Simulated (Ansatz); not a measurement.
**BP: density, localisation and related maps**

Input

```
crystal:
  lattice:
    - [3.2230022689, -4.9512236226, 0.0]
    - [3.2230022689, 4.9512236226, 0.0]
    - [0.0, 0.0, 5.5678744778]
  atoms:
    - { symbol: B, position: [0.25, 0.25, 0.8517149181] }
    - { symbol: B, position: [0.25, 0.25, 0.1482850819] }
    - { symbol: B, position: [0.75, 0.75, 0.8517149181] }
    - { symbol: B, position: [0.75, 0.75, 0.1482850819] }
    - { symbol: P, position: [0.4999956621, 0.5000043379, 0.3103268628] }
    - { symbol: P, position: [0.5000043379, 0.4999956621, 0.6896731372] }
    - { symbol: P, position: [1.0000043379, -4.3379e-06, 0.3103268628] }
    - { symbol: P, position: [-4.3379e-06, 1.0000043379, 0.6896731372] }
basis:
  ecutwfc: 420
kpoints:
  mp_grid: { grid: [8, 8, 8] }
hamiltonian:
  xc: pbe
scf:
  occupations: { method: gaussian, width: 0.1 }
output:
  forces: true
  stress: true
  eigenvalues: true
  write_density: true
  write_potential: true
  elf: true
  volumetric_format: npy
relax:
  adjacent_minimum: "off"
  f_tol: 0.01
  max_steps: 80
  cell: { stress_tol: 0.05 }
```

Run with:

```sh
ansatz run input.yaml --threads 1 --pin off --max-ram 2560MiB --backend cpu --events-out ev --progress --plain --runs-dir out
```

The fields are those of the run's last geometry, not of the input's.

Space group Pmmm; a structure generated by program, which may or may not match a known phase.

Computed with Ansatz 0.2.0, DFT PBE, scalar-relativistic, plane waves, PAW.

In a PAW calculation such maps are meaningful between the atoms, not at the nuclei.

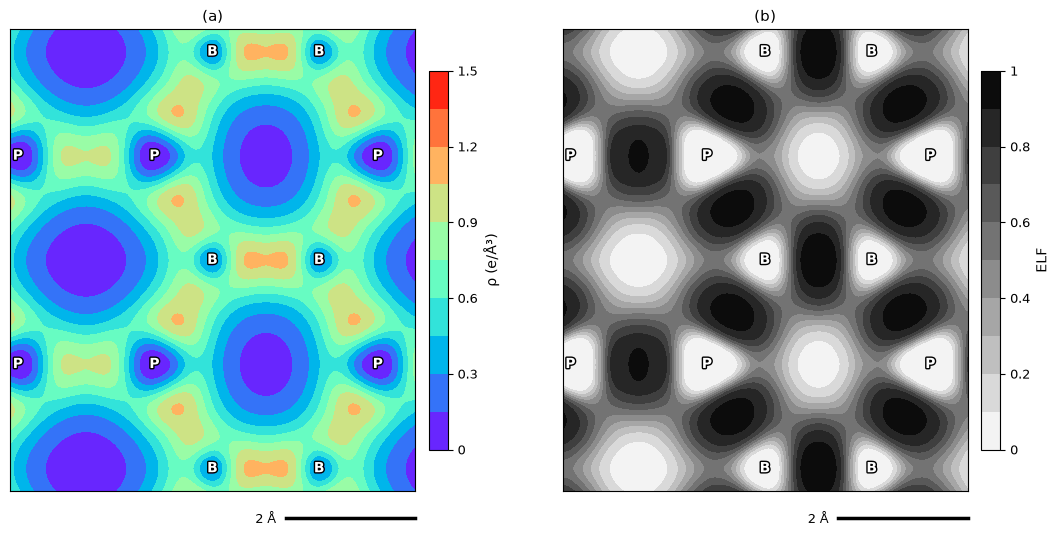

Figure 1. (a) valence electron density; (b) ELF on the (11̄0) plane of the calculation cell.

Interpret the plot.

The plane passes through B and P nuclei.
B–B (1.65 Å): the density is about 1.1 e/Å³ at the midpoint; the ELF peaks at about 0.95 between the atoms.
B–P (1.85 Å): the density is about 1 e/Å³ at the midpoint; the ELF peaks at about 0.95 between the atoms.
P–P (2.11 Å): ρ at the midpoint is about 0.91 e/Å³; the ELF peaks at about 0.95 between the atoms.
Between the atoms the lowest density in this plane is 0.06 e/Å³.

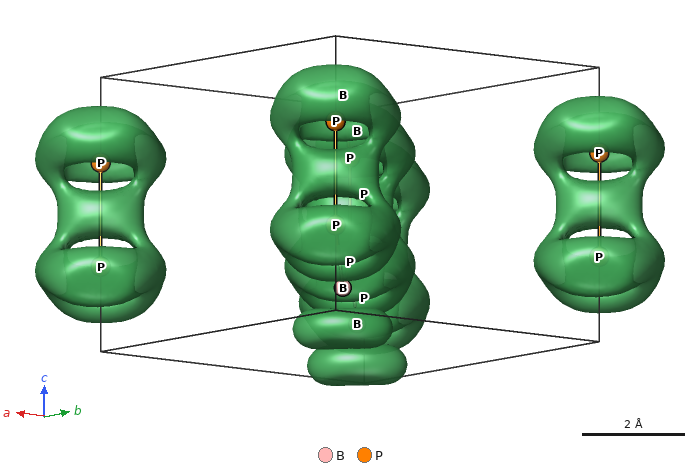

Figure 2. Isosurface of the ELF at 0.75 (green), seen at an oblique angle. Core shells and regions of very low density are left out. Sticks mark near contacts.

Identify the bonds, lone pairs and shells in this picture.

The surface consists of two regions between bonded B–B atoms and two regions between bonded P–P atoms, counted in one cell of 8 atoms. Regions shared between cells count once.

Does the calculation make it a metal, or give it a gap?

It is metallic or semimetallic at this level of theory: no gap opens.
